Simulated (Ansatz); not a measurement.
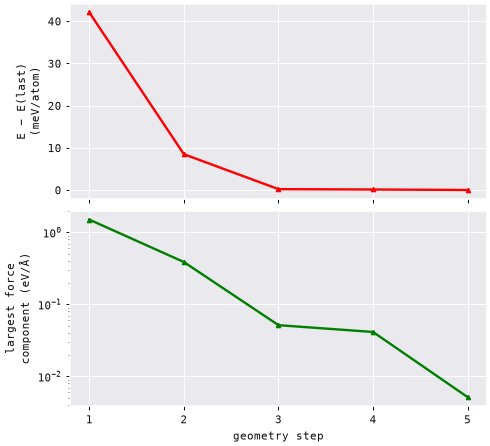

History of a geometry optimisation. The run: Ag16I17 (defect cell, 33 atoms in the cell), by Ansatz 0.2.0, DFT PBE, scalar-relativistic, plane waves, PAW; cutoff 420 eV, 2×2×2 k-mesh, Gaussian smearing of 0.01 eV, collinear spins. Only the atoms move.

The optimisation met its thresholds at geometry 5, counting the start as the first. The energy fell by about 42 meV/atom from the first step to the last. The largest force component goes from about 1.5 eV/Å at the start to 5 × 10⁻³ eV/Å at the end.
